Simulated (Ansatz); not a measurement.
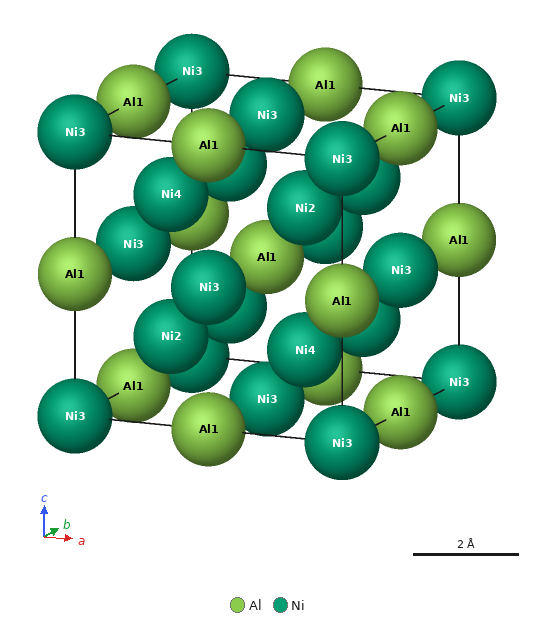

Fig. 1: The input geometry of run A (spheres-only view of the cell 4 times as large as that of the calculation, set on its symmetry axes, seen slightly off an axis; atoms are numbered from 1 in the order of the input). An atom can appear more than once, as a periodic image.

# AlNi₃: a failed or faulty run and its cure

System: AlNi₃ (Fm-3m, 4 atoms in the cell).
Method of run A: DFT r2SCAN, scalar-relativistic, plane waves, PAW, no spin polarisation (Ansatz 0.2.0).

The structure derives from a Materials Project entry. The run did not end well. Text and figures count atoms from 1; the logs count them from 0 in places.

**The input, run A**
```yaml
crystal:
  lattice:
    - [0.0, 2.8018887551, 2.8018887551]
    - [2.8018887551, 0.0, 2.8018887551]
    - [2.8018887551, 2.8018887551, 0.0]
  atoms:
    - { symbol: Al, position: [0.5, 0.5, 0.5] }
    - { symbol: Ni, position: [0.25, 0.25, 0.25] }
    - { symbol: Ni, position: [0.0, 0.0, 0.0] }
    - { symbol: Ni, position: [0.75, 0.75, 0.75] }
basis:
  ecutwfc: 500
kpoints:
  mp_grid: { grid: [14, 14, 14] }
hamiltonian:
  xc: r2scan
scf:
  occupations: { method: gaussian, width: 0.1 }
  max_iter: 1
output:
  forces: true
  stress: true
  eigenvalues: true
```

Command:
```bash
ansatz run input.yaml --threads 1 --pin off --max-ram 2560MiB --backend cpu --events-out ev --progress --plain --runs-dir out
```

Hardware: 1 thread of Intel Xeon @ 2.50GHz (Skylake/Cascade Lake), 189 GiB of memory available, shared host.

**Output, shortened to warnings, some set-up lines, iterations and results (run A)**
```
Error: did not converge after 1 iterations: dr2 = 2.56e-1 (threshold 1.00e-7), under the density mixer `msr1`, which `scf.mixing.algorithm: auto` chose by the deck's other keys (type `scf.mixing.algorithm: msr1` to keep it); raise `scf.max_iter`, which need not help a stalled SCF, or adjust the mixing (`scf.mixing`) or, under a smearing, its width (`scf.occupations.width`, in either direction: …
Basis set: ecut = 500 eV, 1139 PW (Γ), exchange–correlation on 120×120×120 points (64 copies of the dense FFT grid, shifted against one another)
Symmetry: 48 space group operations
k-points: 104 of 2744
Initial density: superposition of atomic densities (neutral atoms: chi_scale 0, normalization atom), corrected by the library's trained network
[...]
SCF iter   1: F=—  HF=-18077.524016 eV  |F-HF|=—  |Δ(HF+E_count)|=         —  Δρ=2.76e-2  dr2=2.56e-1  dr2_τ=1.33e-1  ethr=1.77e-3  ⟨swp⟩=6.6  Hψ=38479  notcnv=0
preconditioner: auto → Kerker (q_TF=auto, 2.849 Å⁻¹)  [metal: Δε(μ)=0.005 eV  Ē_g=8.021 eV  σ=0.100 eV  W_gap=0.03  n_scr=14 (ndim 8)  ℏωp=32.2 eV  f_vac=0.002  D(μ)=2.23/eV (n_scr^D=14)]
[...]
```

What should be changed in this input?

Answer. The run did not converge: “did not converge after 1 iterations: dr2 = 2.56e-1 (threshold 1.00e-7), under the density mixer `msr1`, which `scf.mixing.algorithm: auto` chose by the deck's other keys (type `scf.mixing.algorithm: msr1` to keep it) …” Its last values are not results.

A run of the same system that converges differs from this input as follows (lines with − go, lines with + come):
```diff
-  mp_grid: { grid: [14, 14, 14] }
+  mp_grid: { grid: [1, 1, 1] }
-  max_iter: 1
```

**Output, shortened to warnings, some set-up lines, iterations and results (run B)**
```
Basis set: ecut = 500 eV, 1139 PW (Γ), exchange–correlation on 120×120×120 points (64 copies of the dense FFT grid, shifted against one another)
Symmetry: 48 space group operations
k-points: 1
Initial density: superposition of atomic densities (neutral atoms: chi_scale 0, normalization atom), corrected by the library's trained network
[...]
SCF iter   1: F=—  HF=-18071.358186 eV  |F-HF|=—  |Δ(HF+E_count)|=         —  Δρ=1.40e-1  dr2=5.85e0  dr2_τ=2.20e-1  ethr=1.77e-3  ⟨swp⟩=6.0  Hψ=133  notcnv=0
SCF iter   2: F=—  HF=-18073.275205 eV  |F-HF|=—  |Δ(HF+E_count)|=    1.92e0  Δρ=2.23e-1  dr2=1.38e1  dr2_τ=7.22e-2  ethr=1.77e-3  ⟨swp⟩=4.0  Hψ=100  notcnv=0  recentre
SCF iter   3: F=—  HF=-18070.885229 eV  |F-HF|=—  |Δ(HF+E_count)|=    2.39e0  Δρ=3.99e-2  dr2=4.06e-1  dr2_τ=6.35e-3  ethr=1.77e-3  ⟨swp⟩=3.0  Hψ=81  notcnv=0
SCF iter   4: F=—  HF=-18071.070659 eV  |F-HF|=—  |Δ(HF+E_count)|=   1.85e-1  Δρ=7.00e-2  dr2=1.62e0  dr2_τ=4.15e-3  ethr=7.13e-4  ⟨swp⟩=3.0  Hψ=70  notcnv=0  recentre
SCF iter   5: F=—  HF=-18070.865066 eV  |F-HF|=—  |Δ(HF+E_count)|=   2.06e-1  Δρ=7.05e-3  dr2=8.63e-3  dr2_τ=3.76e-4  ethr=7.13e-4  ⟨swp⟩=2.0  Hψ=60  notcnv=0
SCF iter   6: F=—  HF=-18070.886550 eV  |F-HF|=—  |Δ(HF+E_count)|=   2.15e-2  Δρ=2.37e-3  dr2=1.87e-3  dr2_τ=4.04e-5  ethr=1.51e-5  ⟨swp⟩=6.0  Hψ=82  notcnv=0
SCF iter   7: F=—  HF=-18070.886704 eV  |F-HF|=—  |Δ(HF+E_count)|=   1.54e-4  Δρ=1.69e-3  dr2=3.63e-4  dr2_τ=2.07e-5  ethr=3.28e-6  ⟨swp⟩=5.0  Hψ=115  notcnv=0
SCF iter   8: F=—  HF=-18070.886813 eV  |F-HF|=—  |Δ(HF+E_count)|=   1.09e-4  Δρ=4.91e-4  dr2=3.47e-5  dr2_τ=1.04e-6  ethr=6.37e-7  ⟨swp⟩=3.0  Hψ=49  notcnv=0
SCF iter   9: F=—  HF=-18070.886825 eV  |F-HF|=—  |Δ(HF+E_count)|=   1.18e-5  Δρ=1.85e-4  dr2=3.12e-6  dr2_τ=2.75e-7  ethr=6.09e-8  ⟨swp⟩=4.0  Hψ=52  notcnv=0
SCF iter  10: F=—  HF=-18070.886830 eV  |F-HF|=—  |Δ(HF+E_count)|=   5.50e-6  Δρ=9.33e-5  dr2=1.09e-6  dr2_τ=5.41e-8  ethr=5.47e-9  ⟨swp⟩=6.0  Hψ=103  notcnv=0
SCF iter  11: F=—  HF=-18070.886830 eV  |F-HF|=—  |Δ(HF+E_count)|=   5.27e-7  Δρ=2.27e-5  dr2=3.18e-8  dr2_τ=1.16e-8  ethr=1.75e-10  ⟨swp⟩=20.0  Hψ=380  notcnv=0
SCF iter  12: F=—  HF=-18070.886830 eV  |F-HF|=—  |Δ(HF+E_count)|=   4.97e-8  Δρ=3.07e-5  dr2=9.03e-8  dr2_τ=9.44e-9  ethr=5.58e-11  ⟨swp⟩=9.0  Hψ=216  notcnv=0
SCF iter  13: F=-18070.886830 eV  HF=-18070.886830 eV  |F-HF|=6.20e-9  |Δ(HF+E_count)|=   8.91e-8  Δρ=4.77e-6  dr2=6.83e-9  dr2_τ=4.19e-11  ethr=5.58e-11  ⟨swp⟩=10.0  Hψ=223  …
SCF 1 converged in 13 iterations: F = -18070.886830 eV  dr2 = 6.83e-9
SCF converged after 13 iterations
Free energy (F): -18070.886830 eV
Harris-Foulkes:  -18070.886830 eV  (|F-HF|=6.20e-9)
Internal energy: -18070.780827 eV  (E = F + TS)
E sigma→0 (E₀):  -18070.833828 eV
Entropy (-TS):   -0.106003 eV (-26.501 meV/atom)
Fermi energy:    22.087190 eV
--- Per-component energies (eV) ---
  E_band       = -917.608805
  E_kinetic    = 900.011263
  E_local      = -11972.989515  (includes V_loc(G=0)·N_el)
  E_nonlocal   = 1963.410568
  E_hartree    = 5147.288200
  E_xc         = -272.969588
  E_vxc        = -382.126641  (∫ρ·V_xc dr)
  E_paw        = -5439.437046  (= ΣΔE_a)
  E_vpaw       = -1747.935638  (= ΣTr[D̂ρ^β])
  E_aug_tail   = 0.000718  (compensation charges beyond the density's cutoff)
  E_vtau       = 27.450200  (kinetic-family band-sum trace: ∫τ·v_τ [+ j·A + Jᵃ·Aᵃ] dr)
  E_ewald      = -8395.135113
  E_core_change = -0.960314  (= ΣΔE_core)
  E_smearing   = -0.106003  (= −TS)
  E_closure    = -0.000000  (closes the sum)
  Σ components = -18070.886830   (vs F -18070.886830, Δ=0.00e0)
--- Forces (eV/Å), atoms counted from 1 ---
  atom   1  Al     0.00000000     0.00000000     0.00000000
  atom   2  Ni    -0.00000000     0.00000000    -0.00000000
  atom   3  Ni     0.00000000     0.00000000     0.00000000
  atom   4  Ni    -0.00000000    -0.00000000     0.00000000
  max |Σ_I F_I| component: 3.31e-24 eV/Å
--- Stress (GPa, compression-positive) ---
        3.654344       0.000000      -0.000000
       -0.000000       3.654344      -0.000000
       -0.000000      -0.000000       3.654344
  P = ⅓ Tr σ = 3.6543 GPa (36.543 kbar)
```

**The two runs side by side**

| quantity | run A | run B |
| --- | --- | --- |
| outcome | not converged | converged |
| free energy per atom (eV) | – | −4517.7217 |
| gap on the mesh (eV) | – | 0.00 |
| pressure (GPa) | – | 3.65 |
| volume per atom (Å³) | – | 11.00 |
| largest force (eV/Å) | – | 0.000 |
| SCF iterations | – | 13 |
| irreducible k-points | – | 1 |
| plane waves at Γ | – | 1139 |
| wall time (shared host) | 13 s | 4.3 s |

Notes on run B: The run has no spin polarisation, so a magnetic state may lie lower. The k-point mesh is coarse for a cell of this size, so the results may not be converged.
